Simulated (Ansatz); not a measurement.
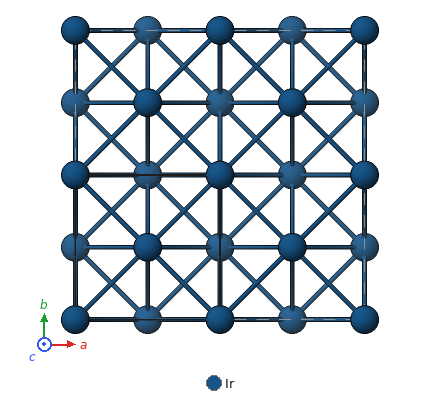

Ir (Fm-3m, No. 225): the geometry relaxed with DFT, PAW plane waves, pbe, spin-orbit (Ansatz); the starting structure was generated, so it need not be a known form of this composition.

```
Ir
1.0
     3.87642    0.00000    0.00000
     0.00000    3.87642    0.00000
     0.00000    0.00000    3.87642
Ir
4
Direct
  0.00000 0.00000 0.00000
  0.00000 0.50000 0.50000
  0.50000 0.00000 0.50000
  0.50000 0.50000 0.00000
```

> What will a dark-field STEM-like image along [001] show? Simulated incoherent Z contrast: every atom adds Z^1.7 spread by a probe of 1.26 Å full width; channelling and multiple scattering are left out. Shot noise was added.

The columns repeat on a square net with a repeat of 1.94 Å (plane group p4mm). All columns are alike (Ir). The shortest distance between visible columns is 1.94 Å in projection. Along the beam the structure repeats every 3.88 Å.

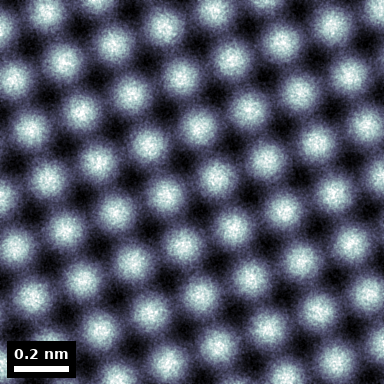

The simulated image.
